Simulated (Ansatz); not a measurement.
**Run report: Sn₃₂O₃₁ (charge +2), single-point calculation (part 2 of 2)**

Continued. System: Sn₃₂O₃₁ (defect cell, 63 atoms in the cell, total charge +2). Method: DFT PBE, scalar-relativistic, plane waves, PAW, spin-polarised (Ansatz 0.2.0); cutoff 420 eV, 1×1×1 k-mesh, Gaussian smearing of 0.05 eV, collinear spins. The structure derives from a Materials Project entry.

**Output, continued**
```
--- Per-component energies (eV) ---
  E_band       = -4125.731461
  E_kinetic    = 11331.305686
  E_local      = -48431.404363  (includes V_loc(G=0)·N_el)
  E_nonlocal   = 457.963091
  E_hartree    = 25454.985538
  E_xc         = -14497.833637
  E_vxc        = -5945.374612  (∫ρ·V_xc dr)
  E_paw        = -137245.921908  (= ΣΔE_a)
  E_vpaw       = -12448.266442  (= ΣTr[D̂ρ^β])
  E_aug_tail   = 0.074535  (compensation charges beyond the density's cutoff)
  E_ewald      = -47445.671872
  E_smearing   = -0.029792  (= −TS)
  E_closure    = 0.000000  (closes the sum)
  E_deformation_potential = 26.708851  (in the stress; not in F)
  Σ components = -210376.532722   (vs F -210376.532722, Δ=0.00e0)
--- Forces (eV/Å), atoms counted from 1 ---
  atom   1  Sn    -0.00117203    -0.15372878    -0.12573349
  atom   2  Sn     0.00471867     0.05425606     0.13831105
  atom   3  Sn     0.05382430    -0.14673631    -0.05621305
  atom   4  Sn     0.10423525     0.14206326    -0.06297308
  atom   5  Sn     0.09291441     0.07467700    -0.00232079
  atom   6  Sn    -0.14305369     0.11863298    -0.03631058
  atom   7  Sn    -0.05325243    -0.15109004    -0.05741241
  atom   8  Sn     0.01038939    -0.07753067    -0.05125580
  atom   9  Sn    -0.00389741     0.00234187    -0.09537397
  atom  10  Sn    -0.00681050     0.36583828    -0.55619993
  atom  11  Sn    -0.00165652    -0.20734376    -0.01811298
  atom  12  Sn     0.00178262    -0.09211422    -0.11266867
  atom  13  Sn     0.00081890    -0.10777973    -0.10523272
  atom  14  Sn    -0.00911719     0.03286646    -0.04431336
  atom  15  Sn    -0.00942765    -0.07939939    -0.05012054
  atom  16  Sn    -0.08907820     0.07290432     0.00748960
  atom  17  Sn     0.04880936    -0.12094767    -0.23984024
  atom  18  Sn     0.05858723     0.09101200    -0.03605263
  atom  19  Sn     0.11408004     0.07907926    -0.06193496
  atom  20  Sn    -0.04748145     0.06870671    -0.04389313
  atom  21  Sn    -0.02831601     0.03339408    -0.10998905
  atom  22  Sn    -0.03362918     0.07455251    -0.07006697
  atom  23  Sn    -0.58645566     0.23987452     0.12288030
  atom  24  Sn    -0.00842957    -0.01451664     0.02190606
  atom  25  Sn     0.02496512     0.03761393    -0.10856808
  atom  26  Sn     0.03597321     0.07312440    -0.06922289
  atom  27  Sn     0.58470292     0.21858794     0.11550303
  atom  28  Sn     0.01452320    -0.02370098     0.00683179
  atom  29  Sn    -0.09150762     0.08523274    -0.07795573
  atom  30  Sn     0.04500490     0.07027702    -0.04654899
  atom  31  Sn    -0.05350838    -0.13737484    -0.25764217
  atom  32  Sn    -0.05487920     0.09276594    -0.03616678
  atom  33  O      0.00047348     0.00647771     0.03503881
  atom  34  O      0.03610140     0.00349661     0.06570618
  atom  35  O      0.00537078     0.01217733     0.06759395
  atom  36  O     -0.00554305     0.08013229     0.02743624
  atom  37  O     -0.00604432     0.00862603     0.06937584
  atom  38  O     -0.03111633    -0.00506231     0.05296950
  atom  39  O     -0.22404640    -0.08034496     0.22104792
  atom  40  O     -0.00121476     0.13418598     0.00031869
  atom  41  O     -0.00198118    -0.01942794     0.04650313
  atom  42  O     -0.00157399     0.03812468    -0.05406393
  atom  43  O     -0.00311814    -0.09509823     0.16708126
  atom  44  O     -0.00175102     0.05906007     0.04725850
  atom  45  O      0.00319733     0.04633136     0.07629850
  atom  46  O      0.20898182    -0.07251300     0.21022287
  atom  47  O      0.00599134     0.07900177     0.02606791
  atom  48  O     -0.02686114     0.00651552     0.07141700
  atom  49  O     -0.03299703    -0.44107170    -0.20322314
  atom  50  O      0.01307646    -0.01877153     0.08010221
  atom  51  O     -0.04150565    -0.01271110     0.10228424
  atom  52  O     -0.03276528    -0.09852647     0.03761519
  atom  53  O      0.35358280    -0.03318200     0.28498130
  atom  54  O      0.00707885     0.07487701     0.07570644
  atom  55  O      0.02219950     0.05527295     0.08584838
  atom  56  O      0.03428086    -0.08815975     0.04197785
  atom  57  O     -0.33044715    -0.02479392     0.28481759
  atom  58  O     -0.00756153     0.07026888     0.07398775
  atom  59  O     -0.02262884     0.05467502     0.08517951
  atom  60  O     -0.01358372    -0.01249025     0.08271782
  atom  61  O      0.05900448    -0.00727292     0.10142601
  atom  62  O      0.02723963     0.00941418     0.07236766
  atom  63  O      0.03450335    -0.44476062    -0.21686784
  max |Σ_I F_I| component: 1.10e-5 eV/Å
--- Band table (eV) ---
  k-point 0 ↑: bands = ["-14.2597", "-14.2540", "-14.2284", "-14.2270", "-14.1941", "-14.1893", "-14.1252", "-14.0834", "-14.0650", "-14.0645", ... 171 levels left out ..., "-10.0032", "-9.9959", "-9.9899", "-9.9665", "-9.8922", "-9.8759", "-9.8718", "-9.8581", "-9.8547", "-9.7422", "-0.9724", "-0.6469", "-0.2483", "-0.2317", "-0.2257", "-0.1715", "-0.1472", "-0.1419", "-0.1248", "-0.1167", "-0.0254", "0.0258", "0.0343", "0.1029", "0.1120", "0.1196", "0.1371", "0.2082", "0.2558",
      "0.2775", "0.3398", "0.5142", "0.6140", "1.0615", "1.1374", "1.1579", "1.1622", "1.1742", "1.1816", "1.2415", "1.5122", "2.4581", "2.4815", "2.4831", "2.5399", "2.5754", "2.5908", "2.5927", "2.6340", "2.6380", "2.7751", "2.8747", "2.9563", "2.9738", "3.0419", "3.0684", "3.0787", "3.1462", "3.1505", "3.1969", "3.2257", "3.2261", "3.2361", "3.2417", "3.2642", "3.2692", "3.2746", "3.2982", "3.5171",
      "3.5518", "3.6947", "3.7644", "3.7953", "3.8427", "3.9444", "3.9624", "4.0234", "4.1037", "4.1099", "4.1261", "4.1384", "4.1882", "4.2286", "4.3178", "4.3473", "4.3521", "4.3675", "4.3777", "4.3944", "4.4458", "4.4671", "4.4844", "4.5143", "4.5770", "4.5962", "4.6037", "4.6115", "4.6173", "4.6261", "4.6347", "4.6737", "4.6816", "4.7003", "4.7053", "5.1104", "5.2377", "5.2575", "5.3987", "5.4066",
      "5.4531", "5.4627", "5.4798", "5.5121", "5.5618", "5.6113", "5.6754", "5.7497", "5.8239", "5.8407", "5.9247", "6.0845", "6.1724", "6.1896", "6.3437", "6.4120", "6.4440", "6.5251", "6.6145", "6.6193", "6.6391", "6.6495", "6.6690", "6.7884", "6.7988", "7.1317", "7.1878", "8.5594", "8.8229", "9.1583", "9.2231", "9.2989", "9.3332", "9.5196", "9.5564", "9.7374", "9.7403", "9.8580", "9.8703", "9.9840",
      "10.0070", "10.1356", "10.2799", "10.3135", "10.3287", "10.3331", "10.3655", "10.4349", "10.5235", "10.5537", "10.5961", "10.6520", "10.6529", "10.6899", "10.7246", "10.7515", "10.7544", "10.9611", "11.0435", "11.1643", "11.3365", "11.5018", "11.5816", "11.6756", "11.7345", "11.7442", "11.7664", "11.7752", "11.8438", "11.8535", "11.9604", "12.1760", "12.2159", "12.2417", "12.3949", "12.4758", "12.5509", "12.5552", "12.5738", "12.5852",
      "12.6022", "12.6047", "12.7501", "12.8194", "12.8579", "12.9731", "12.9973", "13.1580", "13.2110", "13.2359", "13.2509"]
  k-point 0 ↓: bands = ["-14.2536", "-14.2448", "-14.2209", "-14.1885", "-14.1638", "-14.1590", "-14.0982", "-14.0521", "-14.0388", "-14.0375", ... 171 levels left out ..., "-9.9943", "-9.9875", "-9.9753", "-9.9576", "-9.8808", "-9.8665", "-9.8624", "-9.8487", "-9.8465", "-9.7331", "-0.8951", "-0.5902", "-0.2377", "-0.2221", "-0.2069", "-0.1618", "-0.1368", "-0.1350", "-0.1141", "-0.1120", "0.0022", "0.0418", "0.0457", "0.1115", "0.1173", "0.1234", "0.1606", "0.2154", "0.2699",
      "0.3019", "0.3516", "0.5491", "0.6433", "1.0725", "1.1648", "1.1657", "1.1711", "1.1800", "1.1963", "1.2731", "1.5305", "2.4698", "2.4910", "2.5064", "2.5655", "2.5828", "2.5973", "2.6008", "2.6518", "2.6578", "2.7892", "2.8876", "2.9662", "2.9867", "3.0552", "3.0840", "3.0947", "3.1623", "3.1665", "3.2103", "3.2366", "3.2384", "3.2469", "3.2544", "3.2743", "3.2806", "3.2841", "3.3070", "3.5238",
      "3.5713", "3.7248", "3.7781", "3.8199", "3.8673", "3.9605", "3.9800", "4.0518", "4.1182", "4.1257", "4.1334", "4.1423", "4.2077", "4.2483", "4.3308", "4.3612", "4.3683", "4.3790", "4.3924", "4.4028", "4.4651", "4.4831", "4.4955", "4.5393", "4.5917", "4.6064", "4.6140", "4.6203", "4.6273", "4.6344", "4.6427", "4.6877", "4.6947", "4.7100", "4.7154", "5.1399", "5.2755", "5.2777", "5.4185", "5.4361",
      "5.4655", "5.4788", "5.4907", "5.5260", "5.5822", "5.6275", "5.6938", "5.7710", "5.8587", "5.8622", "5.9570", "6.1028", "6.1867", "6.2257", "6.3592", "6.4390", "6.4706", "6.5433", "6.6274", "6.6345", "6.6599", "6.6650", "6.6791", "6.8042", "6.8110", "7.2052", "7.4800", "8.7032", "8.8915", "9.2014", "9.2982", "9.3397", "9.4049", "9.5436", "9.6209", "9.7625", "9.7669", "9.8754", "9.8920", "9.9998",
      "10.0255", "10.1539", "10.2872", "10.3279", "10.3445", "10.3518", "10.3789", "10.4614", "10.5377", "10.5974", "10.6230", "10.6653", "10.6758", "10.7174", "10.7401", "10.7648", "10.7691", "11.0039", "11.1110", "11.1901", "11.3528", "11.5162", "11.6155", "11.6945", "11.7518", "11.7626", "11.7795", "11.7884", "11.8649", "11.8695", "11.9828", "12.2092", "12.2459", "12.2607", "12.4095", "12.4958", "12.5695", "12.5723", "12.5912", "12.5947",
      "12.6131", "12.6281", "12.7689", "12.8703", "12.8795", "12.9959", "13.0330", "13.1829", "13.2289", "13.2530", "13.2671"]
--- Löwdin populations: 63 sites ---
  site symbol       q [e]    m [muB]
     0     Sn     13.1396     0.0039
     1     Sn     13.1247     0.0086
     2     Sn     13.1280     0.0079
     3     Sn     13.1186     0.0080
     4     Sn     13.1207     0.0096
     5     Sn     13.1191     0.0083
     6     Sn     13.1281     0.0080
     7     Sn     13.1332     0.0027
     8     Sn     13.1188     0.0038
     9     Sn     13.2792     0.2659
    10     Sn     13.1360     0.0147
    11     Sn     13.1168     0.0185
    12     Sn     13.1184     0.0219
    13     Sn     13.1239     0.0059
    14     Sn     13.1332     0.0029
    15     Sn     13.1200     0.0096
    16     Sn     13.1437     0.0061
    17     Sn     13.1335     0.0102
    18     Sn     13.1207     0.0139
    19     Sn     13.1201     0.0048
    20     Sn     13.1220     0.0044
    21     Sn     13.1275     0.0017
    22     Sn     13.2735     0.1980
    23     Sn     13.1257     0.0037
    24     Sn     13.1221     0.0045
    25     Sn     13.1278     0.0017
    26     Sn     13.2696     0.1929
    27     Sn     13.1262     0.0037
    28     Sn     13.1207     0.0138
    29     Sn     13.1201     0.0048
    30     Sn     13.1441     0.0063
    31     Sn     13.1337     0.0102
    32      O      6.7514     0.0114
    33      O      6.7561     0.0037
    34      O      6.7543     0.0034
    35      O      6.7504     0.0040
    36      O      6.7543     0.0035
    37      O      6.7562     0.0037
    38      O      6.7513     0.0025
    39      O      6.7516     0.0065
    40      O      6.7516     0.0107
    41      O      6.7546     0.0123
    42      O      6.7490     0.0104
    43      O      6.7546     0.0033
    44      O      6.7511     0.0037
    45      O      6.7511     0.0028
    46      O      6.7505     0.0040
    47      O      6.7527     0.0038
    48      O      6.7517     0.0225
    49      O      6.7527     0.0101
    50      O      6.7516     0.0048
    51      O      6.7531     0.0099
    52      O      6.7478     0.0232
    53      O      6.7542     0.0098
    54      O      6.7529     0.0048
    55      O      6.7531     0.0099
    56      O      6.7476     0.0245
    57      O      6.7542     0.0098
    58      O      6.7528     0.0048
    59      O      6.7527     0.0100
    60      O      6.7517     0.0048
    61      O      6.7526     0.0039
    62      O      6.7518     0.0229
  spilling = 0.003465 (of n_electrons = 632.000000)
--- Bader charges: 63 sites ---
  site symbol  charge [e]  shift [e]    m [muB]
     0     Sn      1.2747     0.0042     0.0067
     1     Sn      1.2916     0.0041     0.0083
     2     Sn      1.2846     0.0040     0.0098
     3     Sn      1.2934     0.0041     0.0081
     4     Sn      1.2953     0.0040     0.0116
     5     Sn      1.2930     0.0040     0.0083
     6     Sn      1.2844     0.0040     0.0099
     7     Sn      1.2796     0.0041     0.0035
     8     Sn      1.2940     0.0040     0.0040
     9     Sn      0.9964     0.0025     0.2502
    10     Sn      1.2767     0.0040     0.0149
    11     Sn      1.2958     0.0041     0.0166
    12     Sn      1.2962     0.0042     0.0196
    13     Sn      1.2902     0.0041     0.0057
    14     Sn      1.2794     0.0041     0.0036
    15     Sn      1.2958     0.0040     0.0116
    16     Sn      1.2646     0.0041     0.0098
    17     Sn      1.2797     0.0041     0.0118
    18     Sn      1.2895     0.0040     0.0142
    19     Sn      1.2930     0.0041     0.0048
    20     Sn      1.2916     0.0041     0.0043
    21     Sn      1.2849     0.0041     0.0047
    22     Sn      1.0286     0.0027     0.1898
    23     Sn      1.2894     0.0041     0.0042
    24     Sn      1.2915     0.0041     0.0044
    25     Sn      1.2846     0.0041     0.0047
    26     Sn      1.0330     0.0027     0.1851
    27     Sn      1.2890     0.0041     0.0042
    28     Sn      1.2893     0.0039     0.0143
    29     Sn      1.2928     0.0041     0.0048
    30     Sn      1.2635     0.0041     0.0101
    31     Sn      1.2794     0.0041     0.0117
    32      O     -1.2359     0.0041     0.0116
    33      O     -1.2417     0.0041     0.0049
    34      O     -1.2400     0.0041     0.0036
    35      O     -1.2342     0.0040     0.0039
    36      O     -1.2401     0.0041     0.0037
    37      O     -1.2418     0.0041     0.0048
    38      O     -1.2363     0.0040     0.0057
    39      O     -1.2366     0.0040     0.0060
    40      O     -1.2379     0.0041     0.0129
    41      O     -1.2380     0.0041     0.0131
    42      O     -1.2315     0.0039     0.0102
    43      O     -1.2398     0.0041     0.0034
    44      O     -1.2358     0.0041     0.0038
    45      O     -1.2359     0.0039     0.0060
    46      O     -1.2343     0.0040     0.0039
    47      O     -1.2376     0.0041     0.0038
    48      O     -1.2401     0.0038     0.0225
    49      O     -1.2374     0.0041     0.0100
    50      O     -1.2362     0.0041     0.0048
    51      O     -1.2380     0.0041     0.0098
    52      O     -1.2363     0.0040     0.0279
    53      O     -1.2396     0.0041     0.0106
    54      O     -1.2380     0.0041     0.0051
    55      O     -1.2379     0.0041     0.0098
    56      O     -1.2358     0.0039     0.0290
    57      O     -1.2396     0.0041     0.0105
    58      O     -1.2380     0.0041     0.0051
    59      O     -1.2374     0.0041     0.0099
    60      O     -1.2365     0.0041     0.0048
    61      O     -1.2374     0.0041     0.0039
    62      O     -1.2399     0.0038     0.0229
  estimated error of the sums over rays = 3.6e-4 e
```

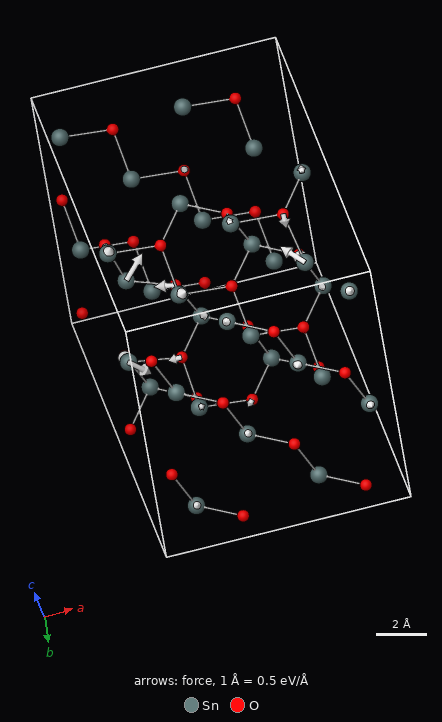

Fig. 1: Forces on the atoms as white arrows (ball-and-stick view of the cell of the calculation, seen at an oblique angle); the smallest are left out. The largest act on Sn10 (0.67 eV/Å); Sn23 (0.65 eV/Å); Sn27 (0.63 eV/Å); O63 (0.50 eV/Å), among others. Atoms are counted from 1 in the order of the input and aren't labelled in the picture. 

**Key numbers**

```json
{"quantity": "outcome", "value": "converged"}
{"quantity": "electrons treated", "value": "632"}
{"quantity": "free energy", "value": "−210376.5327 eV"}
{"quantity": "Fermi energy", "value": "7.198 eV"}
{"quantity": "gap on the k-point mesh", "value": "0.02 eV"}
{"quantity": "net moment of the cell", "value": "1.16 μB"}
{"quantity": "integrated absolute moment", "value": "1.27 μB"}
{"quantity": "largest force (length of the vector)", "value": "0.666 eV/Å"}
{"quantity": "hardware", "value": "8 threads of Arm Neoverse V1, 24 GiB of memory available, shared host"}
{"quantity": "wall time", "value": "1.9 min (CPU time 15 min)"}
{"quantity": "peak memory", "value": "2.8 GiB"}
```

**Notes**

Warnings of the run: the state was not tested for a lower one. The cell is charged and computed with a neutralising background, so its energy and pressure depend on the cell and aren't those of a real crystal. The k-point mesh is coarse for a cell of this size, so the results may not be converged.
